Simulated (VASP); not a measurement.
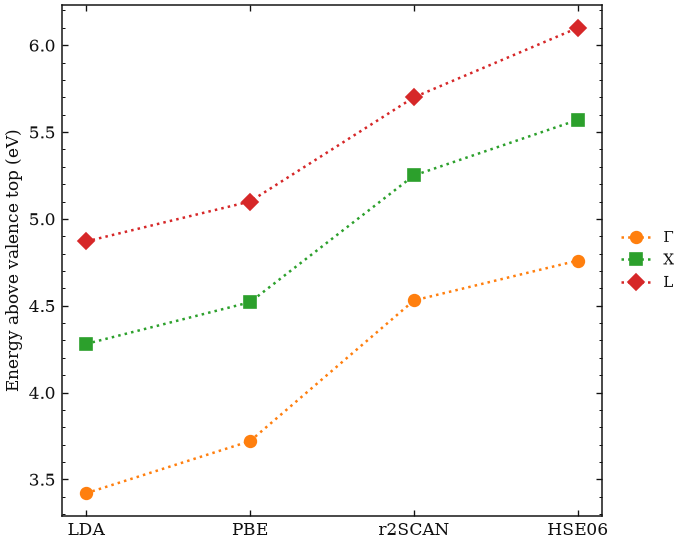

Lowest conduction level at each named k point, counted from the valence-band top at Γ, by several methods on one cell of rocksalt NaI, space group Fm-3m (No. 225), 2 atoms in the primitive cell; cubic a = 6.409 Å. All runs are without spin-orbit coupling and carry no moments.

| method | program | Γ (eV) | X (eV) | L (eV) |
| --- | --- | --- | --- | --- |
| LDA | VASP | 3.42 | 4.28 | 4.87 |
| PBE | VASP | 3.72 | 4.52 | 5.10 |
| r2SCAN | VASP | 4.53 | 5.25 | 5.70 |
| HSE06 | VASP | 4.76 | 5.57 | 6.10 |

Q: Estimate the PBE0 values. It was run as: PBE0, VASP PAW PBE potentials, release 64 (Na_pv, I), 6×6×6 k mesh, 520 eV cutoff, Gaussian smearing of 0.03 eV (VASP 6.6.1).

A: PBE0 keeps the long-range exact exchange that HSE06 screens off, so it lies above HSE06, here by 0.65 eV at Γ. PBE0 gives 5.41 eV at Γ, 6.26 eV at X and 6.76 eV at L, which is +1.69 eV from PBE at Γ.

Q: Does PBE0 shift these levels rigidly from PBE?

A: The shifts are +1.69 eV at Γ, +1.74 eV at X and +1.66 eV at L: a spread of 0.08 eV on a mean of 1.70 eV, so one shift describes them well.

Q: How do the methods rank at Γ?

A: From low to high: LDA 3.42, PBE 3.72, r2SCAN 4.53, HSE06 4.76, PBE0 5.41 eV.

Settings. LDA: VASP PAW LDA potentials, release 64 (Na_pv, I), 8×8×8 k mesh, 520 eV cutoff, Gaussian smearing of 0.03 eV (VASP 6.6.1). PBE: VASP PAW PBE potentials, release 64 (Na_pv, I), 8×8×8 k mesh, 520 eV cutoff, Gaussian smearing of 0.03 eV (VASP). r2SCAN: VASP PAW PBE potentials, release 64 (Na_pv, I), 8×8×8 k mesh, 520 eV cutoff, Gaussian smearing of 0.03 eV (VASP). HSE06: VASP PAW PBE potentials, release 64 (Na_pv, I), 6×6×6 k mesh, 520 eV cutoff, Gaussian smearing of 0.03 eV (VASP).

These are five of the 8 methods that were run on this cell. Spin-orbit coupling is left out, which matters for I. The cell was derived from a database entry in an earlier step, so it needn't be the measured one. LDA, GGA and most meta-GGA functionals understate gaps. r2SCAN, HSE06 and PBE0: the PAW data sets were made with another functional.
